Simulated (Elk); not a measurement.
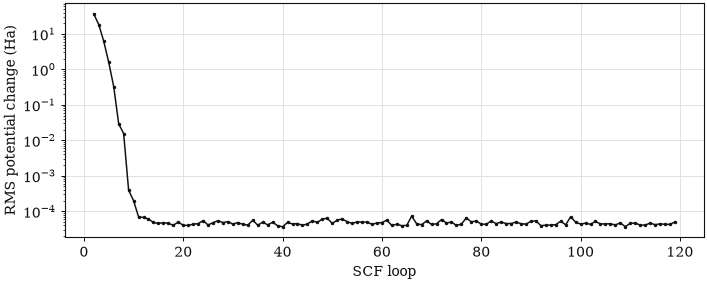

The plot shows the SCF loops of a calculation: RMS potential change. The target for the potential change is 10⁻⁶ Ha, and the program also tests an averaged energy change.

System: Al (P6_3/mmc, 2 atoms in the cell).
Method: Elk, DFT, PBE, all-electron APW+lo, Dirac cores, scalar-relativistic bands; R·Gmax 8, smearing of 0.027 eV, 13×13×7 k-mesh.
Setting under test: finite nucleus.

**Did the calculation converge?**

Not converged after 120 loops. The potential change stalls around 5 × 10⁻⁵ from about step 11 on.
